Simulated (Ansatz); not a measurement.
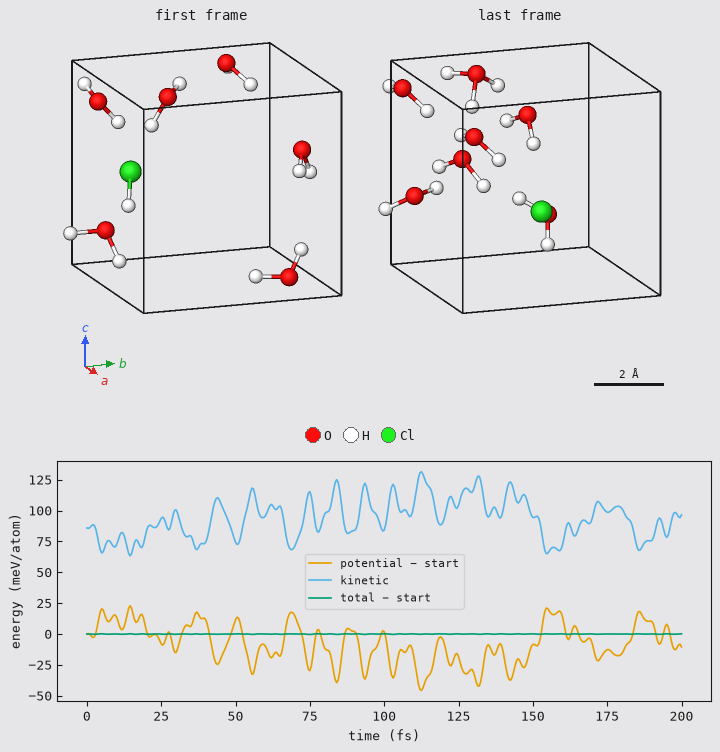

A Born-Oppenheimer molecular dynamics run of a periodic cell with 6 H2O + 1 HCl at 1.039 g/cm³, 200 fs long. It starts from the last geometry of an earlier run, with fresh velocities. The picture is a ball-and-stick view of the simulation cell, seen slightly off an axis.

Method: Ansatz 0.2.0, DFT PBE, scalar-relativistic, plane waves, PAW. Run with plane-wave cutoff 420 eV; k-point mesh 1 × 1 × 1; Fermi-Dirac smearing 0.05 eV; low-accuracy preset; constant energy (NVE); velocities drawn for 700 K; time step 0.5 fs.

Input
```yaml
accuracy: low
crystal:
  lattice:
    - [6.135792, 0.0, 0.0]
    - [0.0, 6.135792, 0.0]
    - [0.0, 0.0, 6.135792]
  atoms:
    - { symbol: O, position: [0.40091789, 0.62940097, 1.02569865] }
    - { symbol: H, position: [0.26327561, 0.68653758, 0.970882] }
    - { symbol: H, position: [0.50079229, 0.71589346, 0.93737543] }
    - { symbol: O, position: [0.08688199, 0.09520748, 0.80817072] }
    - { symbol: H, position: [0.07834343, 0.19932506, 0.69711781] }
    - { symbol: H, position: [-0.06080867, 0.07995496, 0.86073726] }
    - { symbol: O, position: [0.90144197, 0.76580553, 0.08387518] }
    - { symbol: H, position: [0.86737315, 0.83899945, 0.20559969] }
    - { symbol: H, position: [0.85058021, 0.61555926, 0.08887413] }
    - { symbol: O, position: [0.65061251, 0.2430922, 0.95303876] }
    - { symbol: H, position: [0.5293049, 0.34671881, 0.97973562] }
    - { symbol: H, position: [0.60874478, 0.17641509, 0.8094094] }
    - { symbol: O, position: [0.30571323, 1.05388362, 0.2328203] }
    - { symbol: H, position: [0.38794947, 1.0933708, 0.09731826] }
    - { symbol: H, position: [0.30305863, 0.8767285, 0.23235966] }
    - { symbol: O, position: [0.57425535, 0.94968158, 0.61458774] }
    - { symbol: H, position: [0.50335073, 1.01524727, 0.48319056] }
    - { symbol: H, position: [0.69356577, 0.89332825, 0.54375079] }
    - { symbol: Cl, position: [0.9260825, 0.31750333, 0.40642878] }
    - { symbol: H, position: [1.08221611, 0.24978615, 0.28314207] }
basis:
  ecutwfc: 420.0
kpoints:
  mp_grid: { grid: [1, 1, 1] }
hamiltonian:
  xc: pbe
scf:
  occupations: { method: fermi_dirac, width: 0.05 }
  lower_state_search: "off"
md:
  timestep: 0.5
  n_steps: 400
  ensemble: nve
  temperature: 700.0
  initial_velocities: maxwell_boltzmann
  seed: 999759
```

Command:
```bash
ansatz run input.yaml --threads 1 --pin off --max-ram 3072MiB --backend cpu --events-out ev --progress --plain --runs-dir out
```

Question: How well is the energy conserved, and can the run be trusted?

Answer: The total energy stays between −0.34 and 0.25 meV per atom of its start. A straight-line fit has a slope that amounts to +0.045 meV per atom over 200 fs (under 0.1 % of the mean kinetic energy), and the ripple about it is 0.8 % of the kinetic energy's fluctuation. With a drift under 2 % and a ripple under 7 %, the integration is accurate. Over the second half the temperature averages 796 K (spread ±127 K). The potential energy is still drifting at the end, so the run hasn't reached equilibrium. The potential energy in the second half lies on average 11.7 meV per atom below the first frame.

Limits of the set-up: the program's low-accuracy preset was used; the periodic images lie only 6.1 Å apart, so the values are limited by the cell's size.

The run took 6.2 min on 1 thread of Arm Neoverse V2 (shared host), peak memory 0.34 GiB.
